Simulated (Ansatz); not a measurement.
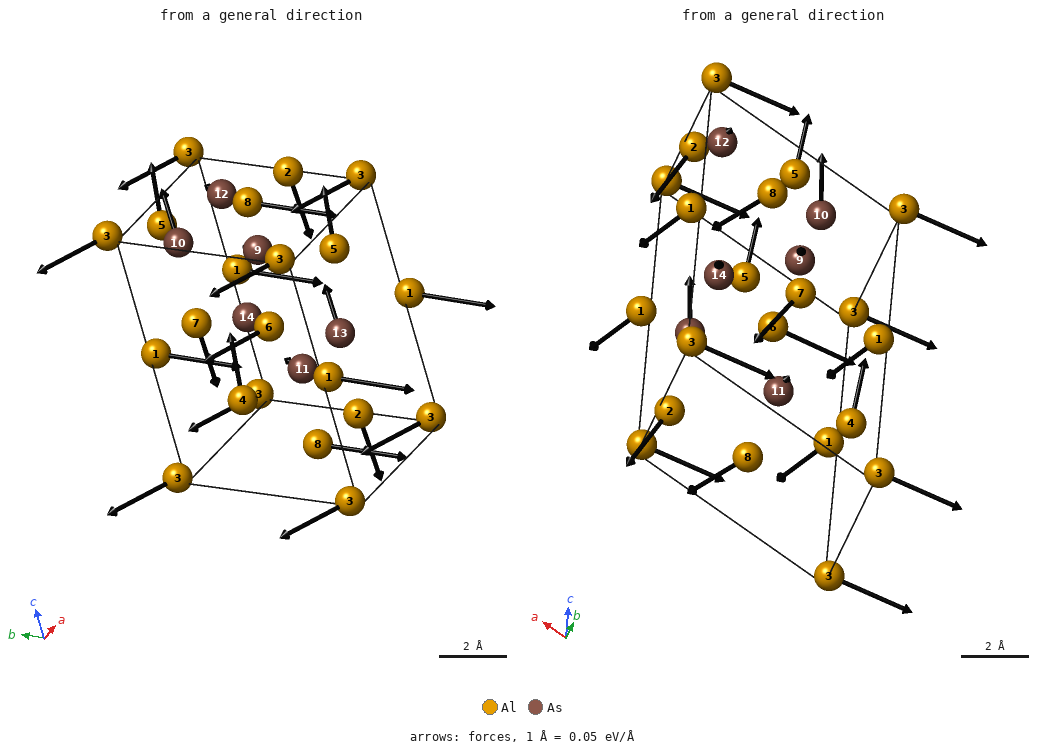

The crystal in a spheres-only representation, seen from two general directions. The parallelepiped is the cell (the run's own, in a reduced setting). The arrows are the computed forces on the atoms.

System: Al₄As₃. Setup: DFT PBE, scalar-relativistic, plane waves, PAW in Ansatz; cutoff 420 eV, k-points about 0.20 Å⁻¹ apart, Gaussian smearing of 0.1 eV, no spin polarisation.

Question: Is the structure at rest?

Answer: No. The atoms still feel forces of up to about 0.12 eV/Å, above a usual threshold of 0.01 to 0.03 eV/Å.

The model was built from a structure type filled with these elements by a generator (whether the compound takes this form wasn't checked). Earlier steps of the study may have refined or changed the cell and positions. Ansatz was used for an electronic-structure calculation on it.
